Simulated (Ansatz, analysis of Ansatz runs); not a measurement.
**Reproducing a measured migration barrier: interstitial N in bcc Nb, hop from an octahedral to the next octahedral site**

How near does this set-up come to the measured migration barrier? Subject: interstitial N in bcc Nb, hop from an octahedral to the next octahedral site. Set-up: PBE, 32-site cell, measured lattice, 420 eV, k: 4x4x4 Gamma-centred. The model is a cell of 32 host atoms with 1 N put in. The barrier is the energy of the highest image of a climbing band over the relaxed site that the atom leaves. The measured lattice removes the functional's error in the volume.

**The experiment.** Migration barrier: 1.67 eV (quoted in “Ab-initio study of the transition pathways for single and double interstitial solute (H, N, O, H-H, N-N, and O-O) within bcc refractory metals (Mo and Nb)”, 2024, H. E. Quarshie et al., quoting earlier work (2007)). The calculation is set beside it at the end.

Main program and level: Ansatz 0.2.0; plane-wave PAW DFT, PBE; relaxation of all atoms of a defect supercell.

## (1) The structure

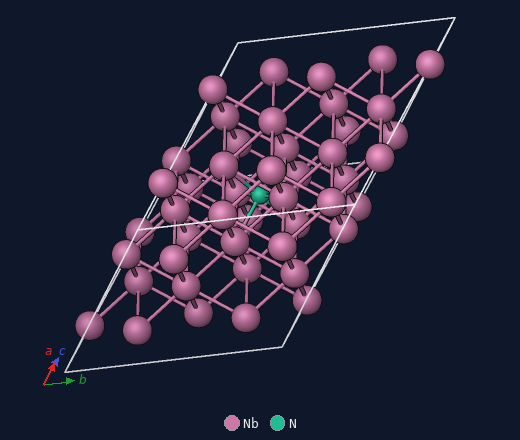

The cell as given, from a free direction (niobium pink, nitrogen teal). Some periodic images of atoms are drawn too.

The cell holds 33 atoms: 32 Nb and 1 N. Cell: a = 9.352 Å, b = 9.352 Å, c = 9.352 Å, α = 60.0°, β = 60.0°, γ = 60.0°. It derives from Nb (space group Im-3m). Nearest the centre at fractional (0.375, 0.375, 0.625): N33 at 0.00 Å, Nb7 at 1.65 Å, Nb29 at 1.65 Å, Nb14 at 2.34 Å, Nb22 at 2.34 Å, Nb8 at 2.34 Å, Nb4 at 2.34 Å, Nb17 at 3.70 Å.

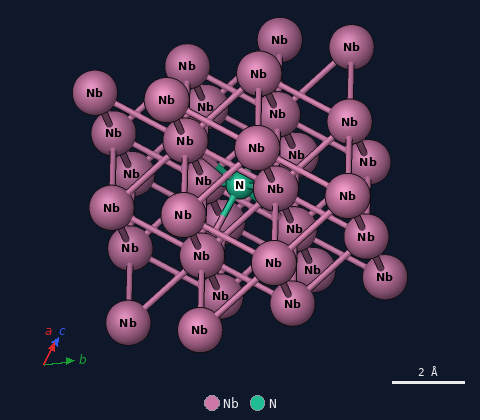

The atoms within 5 Å of the centre.

The host's primitive cell comes from a first run (plane-wave PAW DFT, PBE; relaxation of the host's atoms at the measured cell): vectors of 2.863, 2.863 and 2.863 Å. That is 18.07 Å³ an atom. The supercell is built on it.

## (2) Relaxation, charge 0

A barrier counts from a true minimum, so both ends of the jump are relaxed first.

start/input.yaml

```yaml
relax:
  f_tol: 0.02
  max_steps: 80
  escape_saddle: false
crystal:
  lattice:
    - [0.0, 6.6126, 6.6126]
    - [6.6126, 0.0, 6.6126]
    - [6.6126, 6.6126, 0.0]
  atoms:
    - { symbol: Nb, position: [0.0, 0.0, 0.0] }
    - { symbol: Nb, position: [0.125, 0.125, 0.125] }
    - { symbol: Nb, position: [0.25, 0.25, 0.25] }
    - { symbol: Nb, position: [0.375, 0.375, 0.375] }
    - { symbol: Nb, position: [0.0, 0.0, 0.5] }
    - { symbol: Nb, position: [0.125, 0.125, 0.625] }
    - { symbol: Nb, position: [0.25, 0.25, 0.75] }
    - { symbol: Nb, position: [0.375, 0.375, 0.875] }
    - { symbol: Nb, position: [0.0, 0.5, 0.0] }
    - { symbol: Nb, position: [0.125, 0.625, 0.125] }
    - { symbol: Nb, position: [0.25, 0.75, 0.25] }
    - { symbol: Nb, position: [0.375, 0.875, 0.375] }
    - { symbol: Nb, position: [0.0, 0.5, 0.5] }
    - { symbol: Nb, position: [0.125, 0.625, 0.625] }
    - { symbol: Nb, position: [0.25, 0.75, 0.75] }
    - { symbol: Nb, position: [0.375, 0.875, 0.875] }
    - { symbol: Nb, position: [0.5, 0.0, 0.0] }
    - { symbol: Nb, position: [0.625, 0.125, 0.125] }
    - { symbol: Nb, position: [0.75, 0.25, 0.25] }
    - { symbol: Nb, position: [0.875, 0.375, 0.375] }
    - { symbol: Nb, position: [0.5, 0.0, 0.5] }
    - { symbol: Nb, position: [0.625, 0.125, 0.625] }
    - { symbol: Nb, position: [0.75, 0.25, 0.75] }
    - { symbol: Nb, position: [0.875, 0.375, 0.875] }
    - { symbol: Nb, position: [0.5, 0.5, 0.0] }
    - { symbol: Nb, position: [0.625, 0.625, 0.125] }
    - { symbol: Nb, position: [0.75, 0.75, 0.25] }
    - { symbol: Nb, position: [0.875, 0.875, 0.375] }
    - { symbol: Nb, position: [0.5, 0.5, 0.5] }
    - { symbol: Nb, position: [0.625, 0.625, 0.625] }
    - { symbol: Nb, position: [0.75, 0.75, 0.75] }
    - { symbol: Nb, position: [0.875, 0.875, 0.875] }
    - { symbol: "N", position: [0.375, 0.375, 0.625] }
basis:
  ecutwfc: 420
  xc_grid: 2
hamiltonian:
  xc: pbe
kpoints:
  mp_grid: { grid: [4, 4, 4] }
scf:
  occupations: { method: methfessel_paxton, width: 0.1 }
  max_iter: 120
output:
  forces: true
checkpoint:
  write: "../start.run"
  compress: false
  write_wavefunctions: true
  write_every: 100000
```

Launch:

```bash
> ansatz run input.yaml --threads 4 --pin off --max-ram 14131MiB --backend cpu --events-out ev --progress --plain --runs-dir out
```

Numbers of over 12 decimals in the logs are rounded to 6 here.

The program printed:

```text
[... repeated set-up lines and file paths are left out, and long positions are rounded to six places ...]
Engine: ansatz 0.2.0, aarch64-unknown-linux-gnu
Pseudopotentials: kind: paw
Pseudopotential: Nb, paw, valence charge 13, recommended cutoff 420 eV (normal), Nb.paw.azcp
Pseudopotential: N, paw, valence charge 5, recommended cutoff 420 eV (normal), N.paw.azcp
Functional definition: PBE
  parameter kappa = 0.804
  parameter beta = 0.066725
  exchange = pbe_x(kappa = kappa, mu = beta*pi^2/3)
  correlation = pbe_c(beta = beta)
Crystal: 33 atoms, lattice volume = 578.291 Å³
Basis set: ecut = 420 eV, 11311 PW (Γ), exchange–correlation on 128×128×128 points (8 copies of the dense FFT grid, shifted against one another)
Bands: 253, of which v1, the nominal top of the filled ones, is band 211 counted from 1 (210 counted from 0)
Symmetry: 16 space group operations
Space group: I4/mmm (ITA 139), of the structure as read, at distance tolerance 8.3e-5 Å
k-points: 13 of 64
Non-local potential: Nb, projectors of the file, l = 0: 3, l = 1: 2, l = 2: 2, l = 3: 1
Non-local potential: N, projectors of the file, l = 0: 2, l = 1: 2, l = 2: 1
PAW form: soft (Blöchl's): semilocal exchange-correlation on the pseudo side does not see the compensation charge
PAW one-centre angular grid: Nb, 590 points (default); XC on 64 Gauss nodes
PAW one-centre angular grid: N, 110 points (default); XC on 64 Gauss nodes
Initial density: superposition of atomic densities (neutral atoms: chi_scale 0, normalization atom), corrected by the library's trained network
Initial wavefunctions: pseudopotential atomic-orbital guess
Functional: x = pbe(κ = 0.804, μ = 0.219515), c = pbe(β = 0.066725)
SCF iter   1: F=—  HF=-146054.831600 eV  |F-HF|=—  |Δ(HF+E_count)|=         —  Δρ=4.75e-3  dr2=3.08e-1  ethr=1.77e-3  ⟨swp⟩=6.3  Hψ=13704  notcnv=0
preconditioner: auto → Kerker (q_TF=auto, 2.588 Å⁻¹)  [metal: Δε(μ)=0.008 eV  Ē_g=3.847 eV  σ=0.100 eV  W_gap=0.07  n_scr=168 (ndim 8)  ℏωp=19.8 eV  f_vac=0.000  D(μ)=48.73/eV (n_scr^D=560)]
SCF iter   2: F=—  HF=-146054.801246 eV  |F-HF|=—  |Δ(HF+E_count)|=   3.04e-2  S|Δr|=    0.00e0  Δρ=2.61e-3  dr2=7.07e-2  ethr=7.32e-5  ⟨swp⟩=2.0  Hψ=3983  notcnv=0
SCF iter   3: F=—  HF=-146054.794437 eV  |F-HF|=—  |Δ(HF+E_count)|=   6.81e-3  S|Δr|=    0.00e0  Δρ=4.76e-4  dr2=1.57e-3  ethr=1.68e-5  ⟨swp⟩=2.0  Hψ=5260  notcnv=0
SCF iter   4: F=—  HF=-146054.795589 eV  |F-HF|=—  |Δ(HF+E_count)|=   1.15e-3  S|Δr|=    0.00e0  Δρ=1.71e-4  dr2=1.42e-4  ethr=3.72e-7  ⟨swp⟩=2.2  Hψ=4492  notcnv=0
SCF iter   5: F=-146054.795575 eV  HF=-146054.795576 eV  |F-HF|=1.19e-6  |Δ(HF+E_count)|=   1.27e-5  S|Δr|=    0.00e0  Δρ=3.10e-5  dr2=4.75e-6  ethr=2.38e-9  ⟨swp⟩=3.0  Hψ=11619  notcnv=0
SCF 1 converged in 5 iterations: F = -146054.795575 eV  dr2 = 4.75e-6
  greatest PAW one-centre occupation: 0.998 electrons in one spin orbital (limit 2), on the Nb atom at site 28 (counted from 0), in its partial waves of l = 0
relax step   1: F+E_penalty+E_count = -146054.79557530 eV  Δ(F+E_penalty+E_count) = +0.000e0 eV  max|allowed force component| = 1.545e1 eV/Å  Δτ_max = 0.0000 Å  (5 SCF iters, dr2 threshold 1.00e-5 eV, accepted)
[... the SCF cycles and remarks between the steps are left out from here to the last step ...]
relax step   2: F+E_penalty+E_count = -146058.40455208 eV  Δ(F+E_penalty+E_count) = -3.609e0 eV  max|allowed force component| = 4.026e0 eV/Å  Δτ_max = 0.1969 Å  (6 SCF iters, dr2 threshold 1.00e-4 eV, accepted)
relax step   3: F+E_penalty+E_count = -146059.25897175 eV  Δ(F+E_penalty+E_count) = -8.544e-1 eV  max|allowed force component| = 7.791e-1 eV/Å  Δτ_max = 0.1412 Å  (5 SCF iters, dr2 threshold 1.00e-4 eV, accepted)
relax step   4: F+E_penalty+E_count = -146059.41830553 eV  Δ(F+E_penalty+E_count) = -1.593e-1 eV  max|allowed force component| = 5.917e-2 eV/Å  Δτ_max = 0.0554 Å  (5 SCF iters, dr2 threshold 3.79e-5 eV, accepted)
SCF iter   1: F=—  HF=-146059.420448 eV  |F-HF|=—  |Δ(HF+E_count)|=         —  Δρ=7.88e-4  dr2=1.57e-2  ethr=4.40e-5  ⟨swp⟩=4.0  Hψ=6519  notcnv=0  defer=368
SCF iter   2: F=—  HF=-146059.419691 eV  |F-HF|=—  |Δ(HF+E_count)|=   7.57e-4  S|Δr|=    0.00e0  Δρ=4.25e-4  dr2=4.55e-3  ethr=3.73e-6  ⟨swp⟩=1.0  Hψ=3783  notcnv=0  defer=368
SCF iter   3: F=—  HF=-146059.419365 eV  |F-HF|=—  |Δ(HF+E_count)|=   3.26e-4  S|Δr|=    0.00e0  Δρ=6.74e-5  dr2=2.99e-5  ethr=1.08e-6  ⟨swp⟩=2.0  Hψ=3666  notcnv=0  defer=368
SCF iter   4: F=—  HF=-146059.420651 eV  |F-HF|=—  |Δ(HF+E_count)|=   1.29e-3  S|Δr|=    0.00e0  Δρ=1.70e-5  dr2=5.62e-6  ethr=7.09e-9  ⟨swp⟩=2.5  Hψ=5363  notcnv=0  defer=368
SCF iter   5: F=—  HF=-146059.420651 eV  |F-HF|=—  |Δ(HF+E_count)|=   3.81e-7  S|Δr|=    0.00e0  Δρ=4.26e-6  dr2=1.95e-7  ethr=1.33e-9  ⟨swp⟩=2.0  Hψ=3995  notcnv=0  defer=368
SCF iter   6: F=-146059.420651 eV  HF=-146059.420651 eV  |F-HF|=6.61e-9  |Δ(HF+E_count)|=   2.70e-8  S|Δr|=    0.00e0  Δρ=1.37e-6  dr2=1.20e-8  ethr=2.38e-11  ⟨swp⟩=4.8  Hψ=10266  notcnv=0
SCF 5 converged in 6 iterations: F = -146059.420651 eV  dr2 = 1.20e-8
relax step   5: F+E_penalty+E_count = -146059.42065087 eV  Δ(F+E_penalty+E_count) = -2.345e-3 eV  max|allowed force component| = 1.275e-2 eV/Å  Δτ_max = 0.0077 Å  (6 SCF iters, accepted)
NSCF: frozen V_eff on 13 k-points
the search or the solves at the SCF's close seem to have found levels that the self-consistency loop had missed (the run counts 1). By its estimate they hold under 1e-12 electrons; where the run keeps them, the occupations were computed again with them
SCF converged after 6 iterations
Stability not checked: this state was not tested for a lower state beside it, because cold or Methfessel-Paxton smearing, or corrected tetrahedra, fill the levels in a way that the test cannot read (fill_not_monotonic; see scf.lower_state_search)
Free energy (F): -146059.420651 eV
Harris-Foulkes:  -146059.420651 eV  (|F-HF|=6.61e-9)
Internal energy: -146059.432799 eV  (E = F + TS)
E sigma→0 (E₀):  -146059.423688 eV
Entropy (-TS):   0.012148 eV (0.368 meV/atom)
Fermi energy:    17.919848 eV
--- Per-component energies (eV) ---
  E_band       = -2090.174273
  E_kinetic    = 12789.237233
  E_local      = -22327.355597  (includes V_loc(G=0)·N_el)
  E_nonlocal   = 3881.088589
  E_hartree    = 6969.297133
  E_xc         = -5688.896431
  E_vxc        = -6906.409867  (∫ρ·V_xc dr)
  E_paw        = -98477.031511  (= ΣΔE_a)
  E_vpaw       = -3465.328829  (= ΣTr[D̂ρ^β])
  E_aug_tail   = 0.000298  (compensation charges beyond the density's cutoff)
  E_ewald      = -43205.772512
  E_smearing   = 0.012148  (= −TS)
  E_closure    = 0.000000  (closes the sum)
  Σ components = -146059.420651   (vs F -146059.420651, Δ=0.00e0)
--- Forces (eV/Å), atoms counted from 1 ---
  atom   1  Nb     0.00000000     0.00000000    -0.00471191
  atom   2  Nb     0.00015881     0.00015881     0.00392163
  atom   3  Nb     0.00000000    -0.00000000     0.00560527
  atom   4  Nb    -0.01274587    -0.01274587     0.00000000
  atom   5  Nb     0.00000000    -0.00000000    -0.00560527
  atom   6  Nb    -0.00015881    -0.00015881     0.00392163
  atom   7  Nb     0.00000000     0.00000000    -0.01200084
  atom   8  Nb     0.01274587     0.01274587    -0.00000000
  atom   9  Nb    -0.00290178     0.00000000    -0.00827487
  atom  10  Nb     0.00651984    -0.00651984    -0.00000000
  atom  11  Nb     0.00000000     0.00290178     0.00827487
  atom  12  Nb     0.00015881    -0.00015881    -0.00392163
  atom  13  Nb     0.00000000     0.00290178    -0.00827487
  atom  14  Nb     0.01274587    -0.01274587     0.00000000
  atom  15  Nb    -0.00290178     0.00000000     0.00827487
  atom  16  Nb    -0.00015881     0.00015881     0.00392163
  atom  17  Nb     0.00000000    -0.00290178    -0.00827487
  atom  18  Nb    -0.00651984     0.00651984    -0.00000000
  atom  19  Nb     0.00290178    -0.00000000     0.00827487
  atom  20  Nb    -0.00015881     0.00015881    -0.00392163
  atom  21  Nb     0.00290178    -0.00000000    -0.00827487
  atom  22  Nb    -0.01274587     0.01274587    -0.00000000
  atom  23  Nb     0.00000000    -0.00290178     0.00827487
  atom  24  Nb     0.00015881    -0.00015881     0.00392163
  atom  25  Nb     0.00000000    -0.00000000    -0.00560527
  atom  26  Nb    -0.00015881    -0.00015881    -0.00392163
  atom  27  Nb     0.00000000     0.00000000     0.00471191
  atom  28  Nb    -0.00651984    -0.00651984    -0.00000000
  atom  29  Nb     0.00000000    -0.00000000     0.01200084
  atom  30  Nb     0.00015881     0.00015881    -0.00392163
  atom  31  Nb     0.00000000    -0.00000000     0.00560527
  atom  32  Nb     0.00651984     0.00651984     0.00000000
  atom  33  N      0.00000000     0.00000000    -0.00000000
  max |Σ_I F_I| component: 1.39e-17 eV/Å
--- Band table (eV; the first three rows and the last of 13) ---
  k-point 0: bands = ["-36.5884", "-36.5335", "-36.5335", "-36.5075", [... 245 left out ...] "21.1196", "21.1306", "21.1457", "21.1739"]
  k-point 1: bands = ["-36.5841", "-36.5368", "-36.5336", "-36.5065", [... 245 left out ...] "20.9871", "21.0398", "21.0405", "21.1080"]
  [... further k-points left out ...]
--- Relaxed structure (5 steps of the walk, 5 accepted, 0 SCFs on fresh bases) ---
  F+E_penalty+E_count = -146059.42065087 eV   max|allowed force component| = 1.275e-2 eV/Å
  atoms:
    - { symbol: Nb, position: [-0.010491, -0.010491, 0.010491] }
    - { symbol: Nb, position: [0.118489, 0.118489, 0.136114] }
    - { symbol: Nb, position: [0.249996, 0.249996, 0.250004] }
    - { symbol: Nb, position: [0.375000, 0.375000, 0.388438] }
    - { symbol: Nb, position: [4.3100616006645686e-6, 4.3100616006645686e-6, 0.499996] }
    - { symbol: Nb, position: [0.118489, 0.118489, 0.626907] }
    - { symbol: Nb, position: [0.220093, 0.220093, 0.779907] }
    - { symbol: Nb, position: [0.375000, 0.375000, 0.861562] }
    - { symbol: Nb, position: [0.001374, 0.498541, -0.001374] }
    - { symbol: Nb, position: [0.133585, 0.616415, 0.125] }
    - { symbol: Nb, position: [0.251459, 0.748626, 0.251374] }
    - { symbol: Nb, position: [0.376907, 0.886114, 0.368489] }
    - { symbol: Nb, position: [0.001374, 0.498541, 0.501459] }
    - { symbol: Nb, position: [0.138438, 0.611562, 0.625000] }
    - { symbol: Nb, position: [0.251459, 0.748626, 0.748541] }
    - { symbol: Nb, position: [0.373093, 0.863886, 0.881511] }
    - { symbol: Nb, position: [0.498541, 0.001374, -0.001374] }
    - { symbol: Nb, position: [0.616415, 0.133585, 0.125] }
    - { symbol: Nb, position: [0.748626, 0.251459, 0.251374] }
    - { symbol: Nb, position: [0.886114, 0.376907, 0.368489] }
    - { symbol: Nb, position: [0.498541, 0.001374, 0.501459] }
    - { symbol: Nb, position: [0.611562, 0.138438, 0.625000] }
    - { symbol: Nb, position: [0.748626, 0.251459, 0.748541] }
    - { symbol: Nb, position: [0.863886, 0.373093, 0.881511] }
    - { symbol: Nb, position: [0.500004, 0.500004, -4.310061600787396e-6] }
    - { symbol: Nb, position: [0.631511, 0.631511, 0.113886] }
    - { symbol: Nb, position: [0.760491, 0.760491, 0.239509] }
    - { symbol: Nb, position: [0.875000, 0.875000, 0.383585] }
    - { symbol: Nb, position: [0.529907, 0.529907, 0.470093] }
    - { symbol: Nb, position: [0.631511, 0.631511, 0.623093] }
    - { symbol: Nb, position: [0.749996, 0.749996, 0.750004] }
    - { symbol: Nb, position: [0.875000, 0.875000, 0.866415] }
    - { symbol: N, position: [0.375000, 0.375000, 0.625000] }
```

Elapsed: 2.6 min, on 4 threads of Arm Neoverse V2, shared host; peak memory 3.8 GiB; 10 min of CPU time.

Step by step:

| step | energy less that of the first step (eV) | largest force component (eV/Å) |
| --- | --- | --- |
| 1 | 0.0000 | 15.4460 |
| 2 | -3.6090 | 4.0263 |
| 3 | -4.4634 | 0.7791 |
| 4 | -4.6227 | 0.0592 |
| 5 | -4.6251 | 0.0127 |

Forces are held to the 16 operations that the run works with; a distortion that breaks them can't arise in this run.

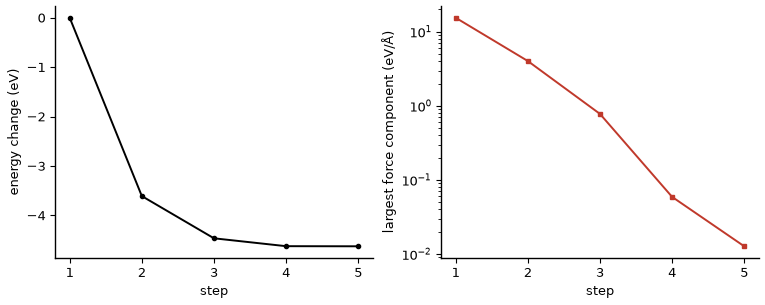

Energy and largest force along the relaxation.

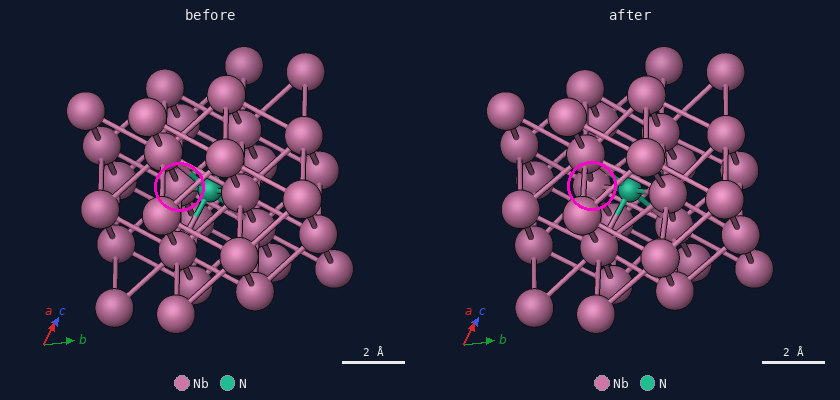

Before and after: the atoms that start within 5 Å of the centre. Nb7, which moves most, is ringed if it is among them.

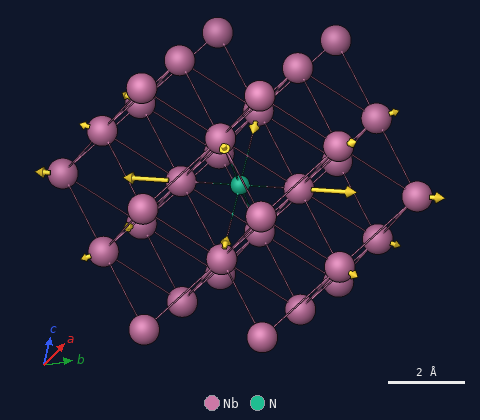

Displacements in the relaxation near the centre, exaggerated; the longest in the cell stands for 0.40 Å.

The atoms that moved most (Å):

| atom | dx | dy | dz | length |
| --- | --- | --- | --- | --- |
| Nb7 | 0.000 | 0.000 | -0.396 | 0.396 |
| Nb29 | 0.000 | 0.000 | 0.396 | 0.396 |
| Nb1 | 0.000 | 0.000 | -0.139 | 0.139 |
| Nb27 | 0.000 | 0.000 | 0.139 | 0.139 |
| Nb8 | -0.089 | -0.089 | 0.000 | 0.126 |
| Nb22 | 0.089 | -0.089 | 0.000 | 0.126 |
| Nb14 | -0.089 | 0.089 | 0.000 | 0.126 |
| Nb4 | 0.089 | 0.089 | 0.000 | 0.126 |

Neighbours of N33 at the end:

| atom | distance (Å) |
| --- | --- |
| Nb7 | 2.049 |
| Nb29 | 2.049 |
| Nb8 | 2.212 |
| Nb22 | 2.212 |
| Nb14 | 2.212 |
| Nb4 | 2.212 |
| Nb11 | 3.680 |
| Nb19 | 3.680 |
| Nb21 | 3.680 |
| Nb13 | 3.680 |
| Nb15 | 3.680 |
| Nb23 | 3.680 |
| Nb17 | 3.680 |
| Nb9 | 3.680 |

Read from the output:

- free energy: -146059.4207 eV
- smearing term TS: -0.01215 eV

The other runs of this kind differ in structure, charge or spin alone:

| run | outcome | energy less the first (eV) | moment (μB) | time |
| --- | --- | --- | --- | --- |
| relaxation, charge 0 | converged | 0.0000 | 0.00 | 2.6 min |
| relaxation, charge 0 | converged | 0.0000 | 0.00 | 2.6 min |

The relaxation ends 140 meV an atom lower, with a largest force component of 0.013 eV/Å.

(Continued in part 2 of 2.)

[Logs are printed without paths, hosts, clocks, repeated set-up lines and the standing remarks that a program may print on its own settings, such as how far it seeks lower states.]

[Hosts, paths, dates, database ids (printed as entryN), source tags and the programs' standing remarks are cut or masked in the printed files.]

[For some hosts the program warned that the k-mesh of the response run may be too coarse for force constants and the static dielectric constant; such warnings are not shown here.]
